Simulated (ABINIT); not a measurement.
# Rpa calculation, with input and output: BP (part 4 of 4)

BP (F-43m, 2 atoms in the cell); Kohn-Sham DFT of a periodic cell, LDA, PseudoDojo NC SR LDA v0.4 stringent, RPA, no spin polarisation (ABINIT 10.8.3); cutoff 517.02 eV, 6×6×6 k-mesh, fixed occupations. The structure derives from an entry of the Crystallography Open Database. The settings are looser than a standard set-up, so the numbers are not reference values.

Geometry of the input (Å; fractional positions):
```
0.0000  2.2461  2.2461
2.2461  0.0000  2.2461
2.2461  2.2461  0.0000
P  0.7500  0.7500  0.7500
B  0.0000  0.0000  0.0000
```

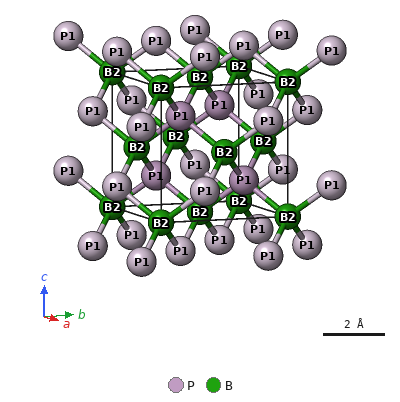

Figure 1. The structure (ball-and-stick view of the cell 4 times as large as that of the calculation, set on its symmetry axes, seen slightly off an axis; neighbours outside the cell are drawn fainter; atoms are numbered from 1 in the order of the input).

## The program's output, continued
```
--------------------------------------------------------------------------------
  Average fulfillment of the sum rule on Im[epsilon] for q-point    4 :     93.59  [%]

--------------------------------------------------------------------------------
  q-point number  5        q = ( 0.166667, 0.166667, 0.000000) [r.l.u.]
--------------------------------------------------------------------------------
  Average fulfillment of the sum rule on Im[epsilon] for q-point    5 :     94.66  [%]

--------------------------------------------------------------------------------
  q-point number  6        q = ( 0.333333, 0.166667, 0.000000) [r.l.u.]
--------------------------------------------------------------------------------
  Average fulfillment of the sum rule on Im[epsilon] for q-point    6 :     94.00  [%]

--------------------------------------------------------------------------------
  q-point number  7        q = ( 0.500000, 0.166667, 0.000000) [r.l.u.]
--------------------------------------------------------------------------------
  Average fulfillment of the sum rule on Im[epsilon] for q-point    7 :     93.58  [%]

--------------------------------------------------------------------------------
  q-point number  8        q = (-0.333333, 0.166667, 0.000000) [r.l.u.]
--------------------------------------------------------------------------------
  Average fulfillment of the sum rule on Im[epsilon] for q-point    8 :     93.66  [%]

--------------------------------------------------------------------------------
  q-point number  9        q = (-0.166667, 0.166667, 0.000000) [r.l.u.]
--------------------------------------------------------------------------------
  Average fulfillment of the sum rule on Im[epsilon] for q-point    9 :     94.22  [%]

--------------------------------------------------------------------------------
  q-point number 10        q = ( 0.333333, 0.333333, 0.000000) [r.l.u.]
--------------------------------------------------------------------------------
  Average fulfillment of the sum rule on Im[epsilon] for q-point   10 :     93.75  [%]

--------------------------------------------------------------------------------
  q-point number 11        q = ( 0.500000, 0.333333, 0.000000) [r.l.u.]
--------------------------------------------------------------------------------
  Average fulfillment of the sum rule on Im[epsilon] for q-point   11 :     93.53  [%]

--------------------------------------------------------------------------------
  q-point number 12        q = (-0.333333, 0.333333, 0.000000) [r.l.u.]
--------------------------------------------------------------------------------
  Average fulfillment of the sum rule on Im[epsilon] for q-point   12 :     93.52  [%]

--------------------------------------------------------------------------------
  q-point number 13        q = ( 0.500000, 0.500000, 0.000000) [r.l.u.]
--------------------------------------------------------------------------------
  Average fulfillment of the sum rule on Im[epsilon] for q-point   13 :     93.51  [%]

--------------------------------------------------------------------------------
  q-point number 14        q = ( 0.500000, 0.333333, 0.166667) [r.l.u.]
--------------------------------------------------------------------------------
  Average fulfillment of the sum rule on Im[epsilon] for q-point   14 :     93.64  [%]

--------------------------------------------------------------------------------
  q-point number 15        q = (-0.333333, 0.333333, 0.166667) [r.l.u.]
--------------------------------------------------------------------------------
  Average fulfillment of the sum rule on Im[epsilon] for q-point   15 :     93.53  [%]

--------------------------------------------------------------------------------
  q-point number 16        q = (-0.333333, 0.500000, 0.166667) [r.l.u.]
--------------------------------------------------------------------------------
  Average fulfillment of the sum rule on Im[epsilon] for q-point   16 :     93.56  [%]

== END DATASET(S) ==============================================================
================================================================================

 -outvars: echo values of variables after computation  --------
            acell      6.0027084861E+00  6.0027084861E+00  6.0027084861E+00 Bohr
           etotal1    -9.9387593293E+00
           etotal3     0.0000000000E+00
           etotal4     0.0000000000E+00
           etotal5     0.0000000000E+00
            fcart1    -0.0000000000E+00 -0.0000000000E+00 -0.0000000000E+00
                      -0.0000000000E+00 -0.0000000000E+00 -0.0000000000E+00
            fcart3     0.0000000000E+00  0.0000000000E+00  0.0000000000E+00
                       0.0000000000E+00  0.0000000000E+00  0.0000000000E+00
            fcart4     0.0000000000E+00  0.0000000000E+00  0.0000000000E+00
                       0.0000000000E+00  0.0000000000E+00  0.0000000000E+00
            fcart5     0.0000000000E+00  0.0000000000E+00  0.0000000000E+00
                       0.0000000000E+00  0.0000000000E+00  0.0000000000E+00
            rprim      0.0000000000E+00  7.0710678120E-01  7.0710678120E-01
                       7.0710678120E-01  0.0000000000E+00  7.0710678120E-01
                       7.0710678120E-01  7.0710678120E-01  0.0000000000E+00
           strten1    -6.2493275016E-06 -6.2493275016E-06 -6.2493275016E-06
                       0.0000000000E+00  0.0000000000E+00  0.0000000000E+00
           strten3     0.0000000000E+00  0.0000000000E+00  0.0000000000E+00
                       0.0000000000E+00  0.0000000000E+00  0.0000000000E+00
           strten4     0.0000000000E+00  0.0000000000E+00  0.0000000000E+00
                       0.0000000000E+00  0.0000000000E+00  0.0000000000E+00
           strten5     0.0000000000E+00  0.0000000000E+00  0.0000000000E+00
                       0.0000000000E+00  0.0000000000E+00  0.0000000000E+00
           xangst      3.3691833578E+00  3.3691833578E+00  3.3691833578E+00
                       0.0000000000E+00  0.0000000000E+00  0.0000000000E+00
             xred      7.5000000000E-01  7.5000000000E-01  7.5000000000E-01
                       0.0000000000E+00  0.0000000000E+00  0.0000000000E+00
 Calculation completed.
```

## Results in brief

| quantity | value |
| --- | --- |
| outcome | converged |
| space group (tolerance 0.01 Å) | F-43m (216) |
| electrons treated | 8 |
| gap on the k-point mesh | 1.22 eV |
| hardware | 1 thread of Intel Xeon (Sapphire Rapids), 64 GiB of memory available, shared host |
| wall time | 2.2 min |
| peak memory | 0.24 GiB |

Settings chosen away from the usual ones: diemac set to 1.0; ecut_ha set to 19.0 (from 38). The settings depart from the standard set-up of this series, which can bear on the numbers. Points of doubt noted for this run: cutoff too low for stress; rpa lacks q0 head.
